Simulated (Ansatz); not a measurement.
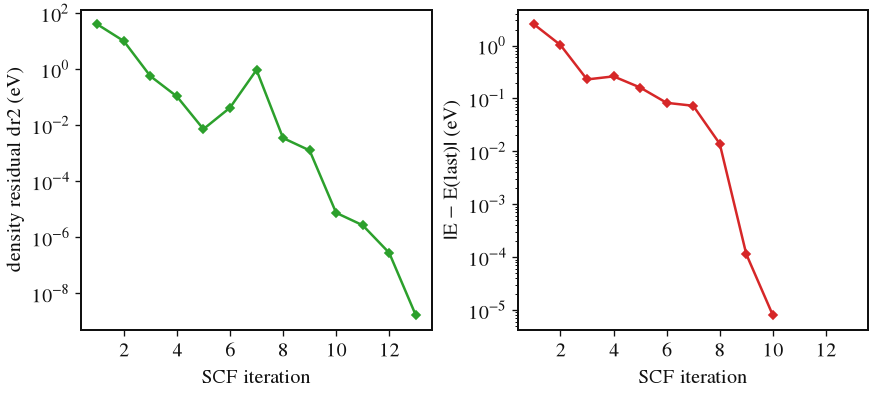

The plot shows the SCF iterations of a calculation: density residual dr2, distance of the Harris–Foulkes energy from its last value. Energy differences below 3 × 10⁻⁶ eV aren't drawn.

Program: Ansatz.

```
crystal:
  lattice:
    - [2.7341813276, 0.0, 0.0]
    - [0.0, 2.7341813276, 0.0]
    - [0.0, 0.0, 3.7532883631]
  atoms:
    - { symbol: Fe, position: [0.5, 0.5, 0.5], spin: 2.5, spin_axis: [1.0, 0.0, 0.0] }
    - { symbol: Pt, position: [0.0, 0.0, 0.0] }
basis:
  ecutwfc: 420
  ecutrho_ratio: 4
kpoints:
  mp_grid: { grid: [12, 12, 10] }
hamiltonian:
  xc: pbe
scf:
  occupations: { method: gaussian, width: 0.05 }
output:
  forces: true
  stress: true
  eigenvalues: true
  populations: true
  dos: { projected: true, de: 0.02 }
magnetization:
  noncollinear: true
  spin_orbit: true
```

Run as:
```bash
ansatz run input.yaml --threads 4 --pin off --max-ram 7168MiB --backend cpu --events-out ev --progress --plain --runs-dir out
```

Question: Was self-consistency reached?

Answer: It converged, after 13 iterations. The residual falls unevenly and jumps up by a factor of two or more twice on the way down, most sharply at step 7 (by a factor of about 20). The program keeps the magnetisation out of the quasi-Newton mixer until iteration 5 and then restarts the mixer with it.

Question: Read the residual at the first and at the last step drawn.

Answer: It starts near 40 and ends near 2 × 10⁻⁹ eV.
